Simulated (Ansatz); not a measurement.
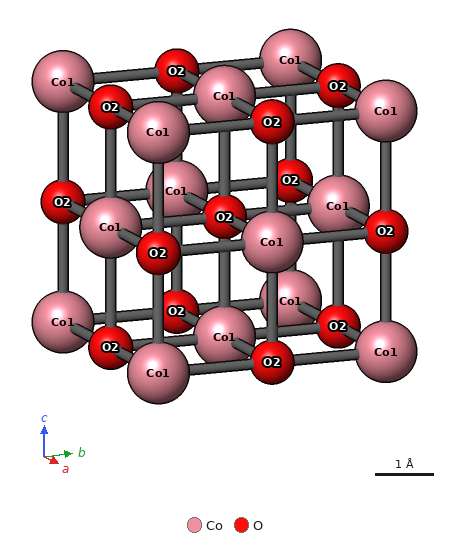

Fig. 1: The structure (ball-and-stick view of the cell 4 times as large as that of the calculation, set on its symmetry axes, seen slightly off an axis; atoms are numbered from 1 in the order of the input).

# Two runs on CoO

System: CoO (Fm-3m, 2 atoms in the cell).
Method of run 1: DFT PBE+U, scalar-relativistic, plane waves, PAW, Ueff = 3.32 eV on Co d, spin-polarised (Ansatz 0.2.0).

The structure derives from an entry of the Crystallography Open Database. Text and figures count atoms from 1; the logs count them from 0 in places.

### Input file, run 1
```yaml
crystal:
  lattice:
    - [0.0, 2.1356054008, 2.1356054008]
    - [2.1356054008, 0.0, 2.1356054008]
    - [2.1356054008, 2.1356054008, 0.0]
  atoms:
    - { symbol: Co, position: [0.0, 0.0, 0.0], spin: 2.79 }
    - { symbol: O, position: [0.5, 0.5, 0.5], spin: 0.28 }
basis:
  ecutwfc: 520.0
kpoints:
  mp_grid: { grid: [20, 20, 20] }
hamiltonian:
  xc: pbe
  hubbard: { sites: [{ species: Co, l: d, u_eff: 3.32 }] }
scf:
  occupations: { method: gaussian, width: 0.15 }
output:
  forces: true
  stress: true
  eigenvalues: true
  populations: true
  write_density: true
  write_potential: true
  elf: true
  volumetric_format: npy
magnetization:
  spin_polarized: true
```

Command:
```bash
ansatz run input.yaml --threads 1 --pin off --max-ram 2048MiB --backend cpu --events-out ev --progress --plain --runs-dir out
```

Hardware: 1 thread of Intel Xeon (Sapphire Rapids), 192 GiB of memory available, shared host.

### Output, shortened to warnings, some set-up lines, iterations and results (run 1)
```
Basis set: ecut = 520 eV, 531 PW (Γ), exchange–correlation on 48×48×48 points (8 copies of the dense FFT grid, shifted against one another)
Symmetry: 48 space group operations
k-points: 256 of 8000
Initial density: superposition of atomic densities (chi_scale 0.1, normalization cell, long waves kept (reshape's long-wave potential 0.00 eV rms))
[...]
SCF iter   1: F=—  HF=-5692.163035 eV  |F-HF|=—  |Δ(HF+E_count)|=         —  Δρ=3.43e-1 (↑1.21e-1 ↓3.43e-1)  dr2=3.08e1  dr2_m=3.13e0  M=1.638 μB ∫|m|=1.638 μB  β_m=0.30  …
SCF iter   2: F=—  HF=-5690.249460 eV  |F-HF|=—  |Δ(HF+E_count)|=    1.91e0  Δρ=1.31e-1 (↑5.58e-2 ↓1.31e-1)  dr2=1.81e0  dr2_m=9.21e-1  M=3.000 μB ∫|m|=3.002 μB  β_m=0.30  …
SCF iter   3: F=—  HF=-5690.179292 eV  |F-HF|=—  |Δ(HF+E_count)|=   7.02e-2  Δρ=7.81e-2 (↑3.57e-2 ↓7.81e-2)  dr2=3.65e-1  dr2_m=4.40e-1  M=3.000 μB ∫|m|=3.002 μB  β_m=1.00  …
SCF iter   4: F=—  HF=-5690.260821 eV  |F-HF|=—  |Δ(HF+E_count)|=   8.15e-2  Δρ=1.26e-2 (↑8.99e-3 ↓1.26e-2)  dr2=2.20e-2  dr2_m=2.35e-3  M=2.970 μB ∫|m|=2.979 μB  β_m=0.30  …
SCF iter   5: F=—  HF=-5690.442513 eV  |F-HF|=—  |Δ(HF+E_count)|=   1.82e-1  Δρ=1.67e-2 (↑7.57e-3 ↓1.67e-2)  dr2=7.75e-2  dr2_m=5.55e-3  M=2.999 μB ∫|m|=3.012 μB  β_m=0.30  …
[... 35 lines ...]
SCF iter   2: F=-5691.410055 eV  HF=-5691.410055 eV  |F-HF|=4.85e-10  |Δ(HF+E_count)|=   4.83e-9  Δρ=2.74e-6 (↑2.74e-6 ↓1.81e-6)  dr2=2.98e-10  dr2_m=8.26e-10  M=3.000 μB …
SCF 3 converged in 2 iterations: F = -5691.410055 eV  dr2 = 2.98e-10
SCF iter   1: F=—  HF=-5691.410055 eV  |F-HF|=—  |Δ(HF+E_count)|=         —  Δρ=2.74e-6 (↑2.74e-6 ↓1.81e-6)  dr2=2.98e-10  dr2_m=8.26e-10  M=3.000 μB ∫|m|=3.007 μB  …
SCF iter   2: F=-5691.410055 eV  HF=-5691.410055 eV  |F-HF|=1.44e-9  |Δ(HF+E_count)|=   1.27e-9  Δρ=2.62e-6 (↑8.30e-7 ↓2.62e-6)  dr2=1.76e-9  dr2_m=1.61e-10  M=3.000 μB …
SCF 4 converged in 2 iterations: F = -5691.410055 eV  dr2 = 1.76e-9
SCF converged after 2 iterations
Magnetization: 3.0000 μB (13.0000 up, 10.0000 down)
Absolute magnetization: 3.0056 μB (∫|ρ↑−ρ↓|, with the PAW one-centre terms)
Spin contamination: 0.0032 ħ² per cell (⟨S²⟩ above its minimum at these occupations)
Per-site moments (μB) at R_I (Å): [(2.6029944844533577, 0.8809372278299998), (0.22981540508115433, 0.8809372278299998)]
Free energy (F): -5691.410055 eV
Harris-Foulkes:  -5691.410055 eV  (|F-HF|=4.85e-10)
Internal energy: -5691.410055 eV  (E = F + TS)
E sigma→0 (E₀):  -5691.410055 eV
Fermi energy:    13.978419 eV
--- Per-component energies (eV) ---
  E_band       = -320.213608
  E_kinetic    = 616.920141
  E_local      = -3444.654531  (includes V_loc(G=0)·N_el)
  E_nonlocal   = 515.285183
  E_hartree    = 1413.264879
  E_xc         = -228.711031
  E_vxc        = -293.882457  (∫ρ·V_xc dr)
  E_hubbard    = 0.512658  (on-site DFT+U / exact-exchange correction)
  E_vhub       = -11.060488  (the Hubbard potential's part of the band-sum identity)
  E_paw        = -1677.522625  (= ΣΔE_a)
  E_vpaw       = -529.351899  (= ΣTr[D̂ρ^β])
  E_aug_tail   = 0.000749  (compensation charges beyond the density's cutoff)
  E_ewald      = -2886.505478
  E_smearing   = -0.000000  (= −TS)
  E_closure    = 0.000000  (closes the sum)
  Σ components = -5691.410055   (vs F -5691.410055, Δ=0.00e0)
--- Forces (eV/Å), atoms counted from 1 ---
  atom   1  Co     0.00000000     0.00000000    -0.00000000
  atom   2  O      0.00000000     0.00000000     0.00000000
  max |Σ_I F_I| component: 4.21e-29 eV/Å
--- Stress (GPa, compression-positive) ---
        7.007094      -0.673385      -0.673385
       -0.673385       7.007094      -0.673385
       -0.673385      -0.673385       7.007094
  P = ⅓ Tr σ = 7.0071 GPa (70.071 kbar)
Occupation matrices written to [file]
--- Löwdin populations: 2 sites ---
  site symbol       q [e]    m [muB]
     0     Co     15.8030     2.7008
     1      O      7.0689     0.2938
  spilling = 0.005567 (of n_electrons = 23.000000)
```

For run 2 the input was changed thus:
```diff
-  mp_grid: { grid: [20, 20, 20] }
+  mp_grid: { grid: [18, 18, 18] }
-  write_density: true
-  write_potential: true
-  elf: true
-  volumetric_format: npy
```

How does run 2 compare with run 1?

The energy doesn't change within 0.01 meV per atom. The irreducible k-points go from 781 to 580. On the same kind of shared host run 2 took about 0.67 times as long.

### Output, shortened to warnings, some set-up lines, iterations and results (run 2)
```
Basis set: ecut = 520 eV, 531 PW (Γ), exchange–correlation on 48×48×48 points (8 copies of the dense FFT grid, shifted against one another)
Symmetry: 48 space group operations
k-points: 195 of 5832
Initial density: superposition of atomic densities (chi_scale 0.1, normalization cell, long waves kept (reshape's long-wave potential 0.00 eV rms))
[...]
SCF iter   1: F=—  HF=-5692.162219 eV  |F-HF|=—  |Δ(HF+E_count)|=         —  Δρ=3.43e-1 (↑1.21e-1 ↓3.43e-1)  dr2=3.09e1  dr2_m=3.14e0  M=1.634 μB ∫|m|=1.634 μB  β_m=0.30  …
SCF iter   2: F=—  HF=-5690.250659 eV  |F-HF|=—  |Δ(HF+E_count)|=    1.91e0  Δρ=1.31e-1 (↑5.58e-2 ↓1.31e-1)  dr2=1.82e0  dr2_m=9.22e-1  M=3.000 μB ∫|m|=3.002 μB  β_m=0.30  …
SCF iter   3: F=—  HF=-5690.179486 eV  |F-HF|=—  |Δ(HF+E_count)|=   7.12e-2  Δρ=7.82e-2 (↑3.57e-2 ↓7.82e-2)  dr2=3.66e-1  dr2_m=4.41e-1  M=3.000 μB ∫|m|=3.002 μB  β_m=1.00  …
SCF iter   4: F=—  HF=-5690.260702 eV  |F-HF|=—  |Δ(HF+E_count)|=   8.12e-2  Δρ=1.26e-2 (↑8.99e-3 ↓1.26e-2)  dr2=2.20e-2  dr2_m=2.37e-3  M=2.970 μB ∫|m|=2.979 μB  β_m=0.30  …
SCF iter   5: F=—  HF=-5690.442448 eV  |F-HF|=—  |Δ(HF+E_count)|=   1.82e-1  Δρ=1.67e-2 (↑7.59e-3 ↓1.67e-2)  dr2=7.76e-2  dr2_m=5.54e-3  M=2.999 μB ∫|m|=3.012 μB  β_m=0.30  …
[... 35 lines ...]
SCF iter   2: F=-5691.410050 eV  HF=-5691.410050 eV  |F-HF|=4.93e-10  |Δ(HF+E_count)|=   6.67e-9  Δρ=2.75e-6 (↑2.75e-6 ↓1.82e-6)  dr2=2.97e-10  dr2_m=8.34e-10  M=3.000 μB …
SCF 3 converged in 2 iterations: F = -5691.410050 eV  dr2 = 2.97e-10
SCF iter   1: F=—  HF=-5691.410050 eV  |F-HF|=—  |Δ(HF+E_count)|=         —  Δρ=2.75e-6 (↑2.75e-6 ↓1.82e-6)  dr2=2.96e-10  dr2_m=8.33e-10  M=3.000 μB ∫|m|=3.007 μB  …
SCF iter   2: F=-5691.410050 eV  HF=-5691.410050 eV  |F-HF|=1.45e-9  |Δ(HF+E_count)|=   1.28e-9  Δρ=2.62e-6 (↑8.31e-7 ↓2.62e-6)  dr2=1.77e-9  dr2_m=1.62e-10  M=3.000 μB …
SCF 4 converged in 2 iterations: F = -5691.410050 eV  dr2 = 1.77e-9
SCF converged after 2 iterations
Magnetization: 3.0000 μB (13.0000 up, 10.0000 down)
Absolute magnetization: 3.0056 μB (∫|ρ↑−ρ↓|, with the PAW one-centre terms)
Spin contamination: 0.0032 ħ² per cell (⟨S²⟩ above its minimum at these occupations)
Per-site moments (μB) at R_I (Å): [(2.6029942936209234, 0.8809372278299998), (0.22981534698504763, 0.8809372278299998)]
Free energy (F): -5691.410050 eV
Harris-Foulkes:  -5691.410050 eV  (|F-HF|=4.93e-10)
Internal energy: -5691.410050 eV  (E = F + TS)
E sigma→0 (E₀):  -5691.410050 eV
Fermi energy:    13.979398 eV
--- Per-component energies (eV) ---
  E_band       = -320.213526
  E_kinetic    = 616.920073
  E_local      = -3444.653927  (includes V_loc(G=0)·N_el)
  E_nonlocal   = 515.284633
  E_hartree    = 1413.264409
  E_xc         = -228.711019
  E_vxc        = -293.882442  (∫ρ·V_xc dr)
  E_hubbard    = 0.512659  (on-site DFT+U / exact-exchange correction)
  E_vhub       = -11.060488  (the Hubbard potential's part of the band-sum identity)
  E_paw        = -1677.522148  (= ΣΔE_a)
  E_vpaw       = -529.350902  (= ΣTr[D̂ρ^β])
  E_aug_tail   = 0.000749  (compensation charges beyond the density's cutoff)
  E_ewald      = -2886.505478
  E_smearing   = -0.000000  (= −TS)
  E_closure    = -0.000000  (closes the sum)
  Σ components = -5691.410050   (vs F -5691.410050, Δ=0.00e0)
--- Forces (eV/Å), atoms counted from 1 ---
  atom   1  Co     0.00000000    -0.00000000    -0.00000000
  atom   2  O      0.00000000    -0.00000000     0.00000000
  max |Σ_I F_I| component: 4.21e-29 eV/Å
--- Stress (GPa, compression-positive) ---
        7.007290      -0.673377      -0.673377
       -0.673377       7.007290      -0.673377
       -0.673377      -0.673377       7.007290
  P = ⅓ Tr σ = 7.0073 GPa (70.073 kbar)
Occupation matrices written to [file]
--- Löwdin populations: 2 sites ---
  site symbol       q [e]    m [muB]
     0     Co     15.8030     2.7008
     1      O      7.0689     0.2938
  spilling = 0.005567 (of n_electrons = 23.000000)
```

### The two runs side by side

| quantity | run 1 | run 2 |
| --- | --- | --- |
| outcome | converged | converged |
| free energy per atom (eV) | −2845.7050 | −2845.7050 |
| gap on the mesh (eV) | 1.28 | 1.28 |
| net moment of the cell (μB) | 3.00 | 3.00 |
| absolute moment of the cell (μB) | 3.01 | 3.01 |
| pressure (GPa) | 7.01 | 7.01 |
| largest force (eV/Å) | 0.000 | 0.000 |
| irreducible k-points | 781 | 580 |
| plane waves at Γ | 531 | 531 |
| wall time (shared host) | 6.2 min | 4.1 min |

For both runs: The electronic state found may not be the lowest one. Warnings: the search outside the symmetry group is no proof of a minimum. The cell is under a pressure of 7.0 GPa at this level, so it is not at its equilibrium volume.
